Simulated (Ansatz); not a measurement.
Run report: Al, geometry relaxation (part 1 of 2)

The run: geometry relaxation of Al (slab, 12 atoms in the cell). Method and program: DFT PBE, scalar-relativistic, plane waves, PAW, no spin polarisation (Ansatz 0.2.0).

The structure derives from an entry of the Crystallography Open Database. The input holds or restrains some coordinates. Forces given for the steps count only the free coordinates. It belongs to a series of runs on one base structure; here: clean slab, lower half held. Figures and captions count atoms from 1; the log counts them from 0 in places.

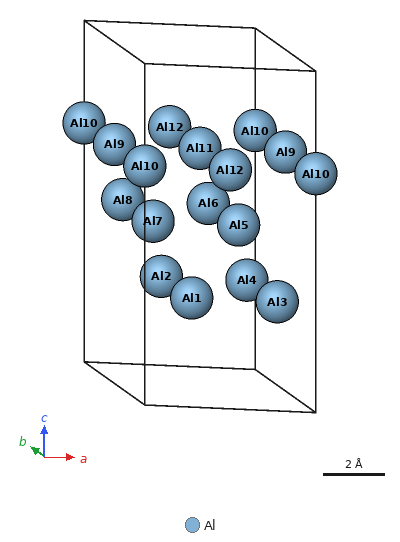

The starting structure (spheres-only view of the cell of the calculation, with the vacuum cut short, seen slightly off an axis; atoms are numbered from 1 in the order of the input). An atom can appear more than once, as a periodic image.

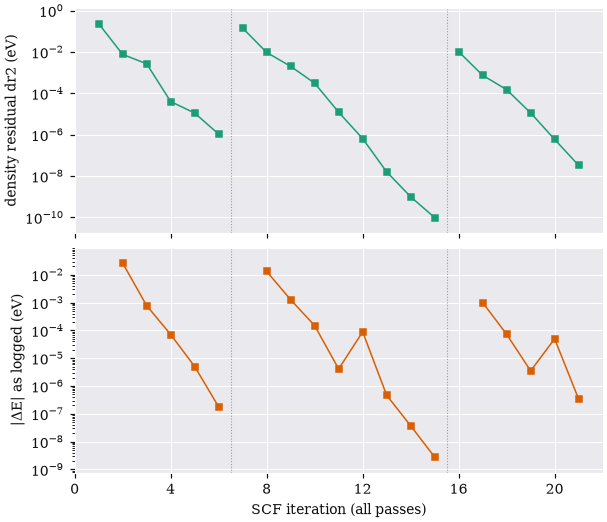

Convergence of the self-consistent field: density residual dr2 and size of the energy change against the SCF iteration. The dotted lines part the SCF passes of the relaxation: geometry steps, rejected trials and re-solves on a re-selected basis. The passes take 6, 9 and 6 iterations.

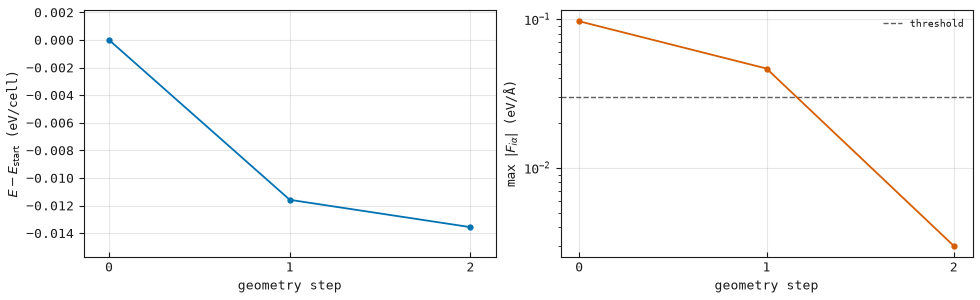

Progress of the restrained relaxation, step by step (the first geometry is step 0 here and step 1 in the log).

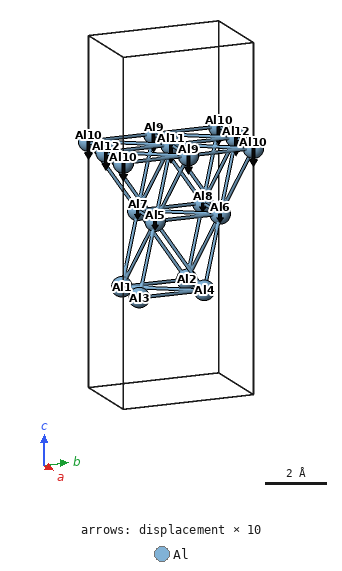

The starting structure with the displacements as black arrows, magnified 10 times (ball-and-stick view of the cell of the calculation, with the vacuum cut short, seen slightly off an axis). The largest moves, 0.064 Å, are those of Al9, Al10, Al11 and Al12. The cell doesn't change. Among the contacts that change: Al1–Al5 2.857 → 2.831 Å. Over 2 geometry steps the energy falls by 13.6 meV per cell of the calculation. The largest force component goes from 0.097 to 0.003 eV/Å. (Atoms are counted from 1 in the order of the input.)

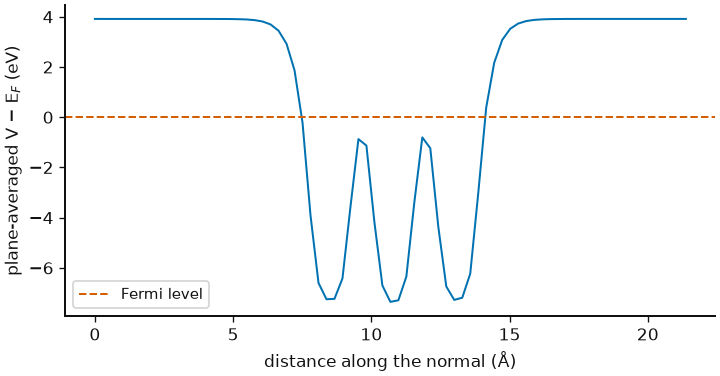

Plane average of the electrostatic potential energy of an electron across the cell, from the Fermi level. The vacuum level lies 3.92 eV above the Fermi level.

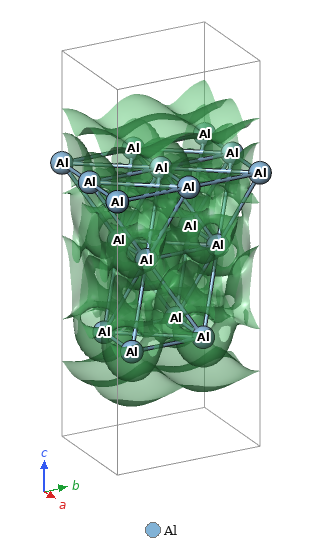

Isosurface of the electron localisation function at 0.55 (green), seen slightly off an axis. Only the valence region is drawn (cores and ρ < 0.01 e/Å³ removed). Sticks mark near contacts. The ELF exceeds this value in sheets that run through the cell in two directions, counted in one cell of 12 atoms.  Values along the shortest contacts: Al–Al (2.83 Å): the ELF peaks at about 0.65 between the atoms. The fields are those of the smooth PAW valence density.

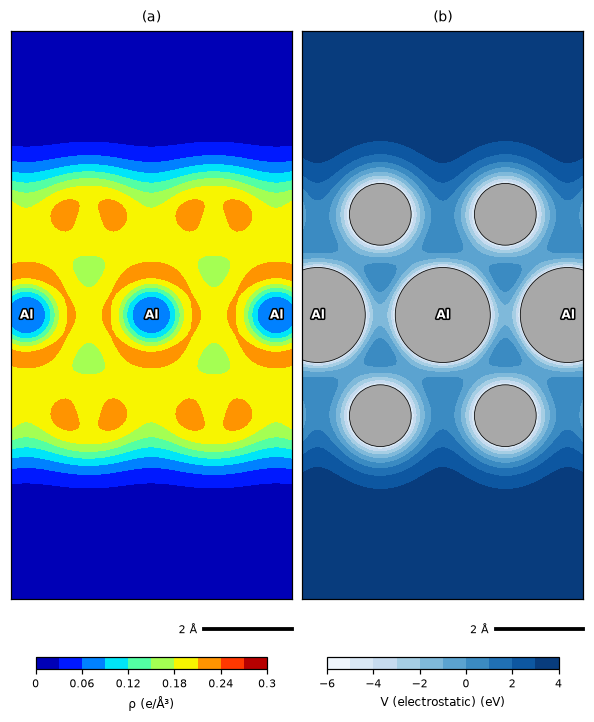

(a) valence pseudo-density; (b) electrostatic potential (local pseudopotential plus Hartree) felt by an electron on the (100) plane of the calculation cell, a cut from vacuum to vacuum. Grey discs, where drawn, cover atomic cores. The section cuts through Al sites. Al–Al (2.86 Å): ρ at the midpoint is about 0.2 e/Å³. The density dies away to nearly zero in the vacuum.

The input and output of the run follow.

### The input
```yaml
crystal:
  lattice:
    - [5.714302768, 0.0, 0.0]
    - [-2.857151384, 4.948731362, 0.0]
    - [0.0, 0.0, 21.6657086725]
  atoms:
    - { symbol: Al, position: [0.3333333333, 0.1666666667, 0.392325039] }
    - { symbol: Al, position: [0.3333333333, 0.6666666667, 0.392325039] }
    - { symbol: Al, position: [0.8333333333, 0.1666666667, 0.392325039] }
    - { symbol: Al, position: [0.8333333333, 0.6666666667, 0.392325039] }
    - { symbol: Al, position: [0.6666666667, 0.3333333333, 0.5] }
    - { symbol: Al, position: [0.6666666667, 0.8333333333, 0.5] }
    - { symbol: Al, position: [0.1666666667, 0.3333333333, 0.5] }
    - { symbol: Al, position: [0.1666666667, 0.8333333333, 0.5] }
    - { symbol: Al, position: [0.0, 0.5, 0.607674961] }
    - { symbol: Al, position: [0.0, 0.0, 0.607674961] }
    - { symbol: Al, position: [0.5, 0.5, 0.607674961] }
    - { symbol: Al, position: [0.5, 0.0, 0.607674961] }
basis:
  ecutwfc: 420
kpoints:
  mp_grid: { grid: [6, 6, 1] }
hamiltonian:
  xc: pbe
scf:
  occupations: { method: gaussian, width: 0.1 }
output:
  forces: true
  eigenvalues: true
  write_density: true
  write_potential: true
  elf: true
  volumetric_format: npy
relax:
  adjacent_minimum: "off"
  f_tol: 0.03
  max_steps: 70
  constraints: [{ sites: [0, 1, 2, 3] }]
efield:
  axis: 3
  dipole_correction: true
  ramp_width: 0.04
```

Command:
```bash
ansatz run input.yaml --threads 4 --pin off --max-ram 10240MiB --backend cpu --events-out ev --progress --plain --runs-dir out
```

### Log
```
Engine: ansatz 0.2.0, x86_64-unknown-linux-gnu
Pseudopotentials: kind: paw
Pseudopotential: Al, paw, valence charge 3, recommended cutoff 420 eV (normal), Al.paw.azcp
Functional definition: PBE
  parameter kappa = 0.804
  parameter beta = 0.06672455060314922
  exchange = pbe_x(kappa = kappa, mu = beta*pi^2/3)
  correlation = pbe_c(beta = beta)
Crystal: 12 atoms, lattice volume = 612.675 Å³
Basis set: ecut = 420 eV, 12037 PW (Γ), exchange–correlation on 80×80×300 points (8 copies of the dense FFT grid, shifted against one another)
Bands: 30, of which v1, the nominal top of the filled ones, is band 18 counted from 1 (17 counted from 0)
Symmetry: 24 space group operations
k-points: 7 of 36 (time reversal used)
Non-local potential: Al, projectors of the file, l = 0: 2, l = 1: 2, l = 2: 1
PAW form: soft (Blöchl's): semilocal exchange-correlation on the pseudo side does not see the compensation charge
PAW one-centre angular grid: Al, 110 points (default); XC on 64 Gauss nodes
Initial density: superposition of atomic densities (neutral atoms: chi_scale 0, normalization atom), corrected by the library's trained network
Initial wavefunctions: pseudopotential atomic-orbital guess
Functional: x = pbe(κ = 0.804, μ = 0.2195149727645171), c = pbe(β = 0.06672455060314922)
SCF iter   1: F=—  HF=-6447.214284 eV  |F-HF|=—  |Δ(HF+E_count)|=         —  Δρ=1.82e-3  dr2=2.31e-1  ethr=1.77e-3  p=0.000 e·Å  D=1.81e-14 V/Å  ΔV_dip=-0.00 eV  dr2_dipole=1.27e-6  V_vac-E_F(+/−)=4.03/4.03 eV  ⟨swp⟩=11.7  Hψ=1374  notcnv=0
efield: sawtooth ramp at fractional position 0.9800 (placed from the atoms, in the widest stretch of the axis that holds none; the zero of the levels goes with the place), width 0.0400; the density the first Hamiltonian is built on has a dipole p = 0.000 e·Å; the dipole correction subtracts the counter field D = 1.81e-14 V/Å, which shifts the + side's vacuum level by -0.00 eV against the − side's; the planar-averaged density in the ramp window peaks in size at 7.5e-6 e/Å³
preconditioner: auto → LDOS  [metal: Δε(μ)=0.059 eV  Ē_g=6.098 eV  σ=0.100 eV  W_gap=0.32  n_scr=52 (ndim 8)  ℏωp=9.0 eV  f_vac=0.546  D(μ)=6.92/eV (n_scr^D=38)  β→1.0]
SCF iter   2: F=—  HF=-6447.187957 eV  |F-HF|=—  |Δ(HF+E_count)|=   2.63e-2  Δρ=7.95e-4  dr2=7.59e-3  ethr=6.41e-4  p=0.000 e·Å  D=7.78e-5 V/Å  ΔV_dip=-0.00 eV  dr2_dipole=4.09e-7  V_vac-E_F(+/−)=3.90/3.90 eV  ⟨swp⟩=2.0  Hψ=292  notcnv=0  defer=8
SCF iter   3: F=—  HF=-6447.188735 eV  |F-HF|=—  |Δ(HF+E_count)|=   7.78e-4  Δρ=2.55e-4  dr2=2.66e-3  ethr=2.11e-5  p=-0.000 e·Å  D=-1.20e-5 V/Å  ΔV_dip=0.00 eV  dr2_dipole=1.14e-6  V_vac-E_F(+/−)=3.91/3.91 eV  ⟨swp⟩=2.1  Hψ=310  notcnv=0  defer=8
SCF iter   4: F=—  HF=-6447.188664 eV  |F-HF|=—  |Δ(HF+E_count)|=   7.13e-5  Δρ=4.55e-5  dr2=3.98e-5  ethr=7.40e-6  p=0.000 e·Å  D=2.70e-6 V/Å  ΔV_dip=-0.00 eV  dr2_dipole=2.63e-8  V_vac-E_F(+/−)=3.89/3.89 eV  ⟨swp⟩=2.0  Hψ=249  notcnv=0  defer=8
iter 5 did not close the SCF: its close was put off for the readings that it lacked (scf_convergence_deferred on its scf_iter line)
SCF iter   5: F=-6447.188650 eV  HF=-6447.188659 eV  |F-HF|=8.89e-6  |Δ(HF+E_count)|=   5.04e-6  Δρ=1.43e-5  dr2=1.11e-5  ethr=1.11e-7  p=0.000 e·Å  D=6.50e-6 V/Å  ΔV_dip=-0.00 eV  dr2_dipole=3.75e-8  V_vac-E_F(+/−)=3.90/3.90 eV  ⟨swp⟩=3.3  Hψ=408  notcnv=0  defer=11
SCF iter   6: F=-6447.188658 eV  HF=-6447.188658 eV  |F-HF|=5.65e-7  |Δ(HF+E_count)|=   1.78e-7  Δρ=4.88e-6  dr2=1.06e-6  ethr=3.08e-8  p=-0.000 e·Å  D=-3.78e-6 V/Å  ΔV_dip=0.00 eV  dr2_dipole=1.45e-9  V_vac-E_F(+/−)=3.89/3.89 eV  ⟨swp⟩=30.4  Hψ=2253  notcnv=0
SCF 1 converged in 6 iterations: F = -6447.188658 eV  dr2 = 1.06e-6
  greatest PAW one-centre occupation: 0.464 electrons in one spin orbital (limit 2), on the Al atom at site 11 (counted from 0), in its partial waves of l = 0
relax step   1: F+E_penalty+E_count = -6447.18865791 eV  Δ(F+E_penalty+E_count) = +0.000e0 eV  max|allowed force component| = 9.699e-2 eV/Å  Δτ_max = 0.0000 Å  (6 SCF iters, dr2 threshold 2.25e-5 eV, accepted)
Initial density: handed on by an earlier stage of this run
Initial wavefunctions: those handed on with the density
iter 1 solved again at ethr=4.09e-4 eV; its pass at ethr=3.10e-3 eV (dr2=1.47e-1 eV) is discarded
```
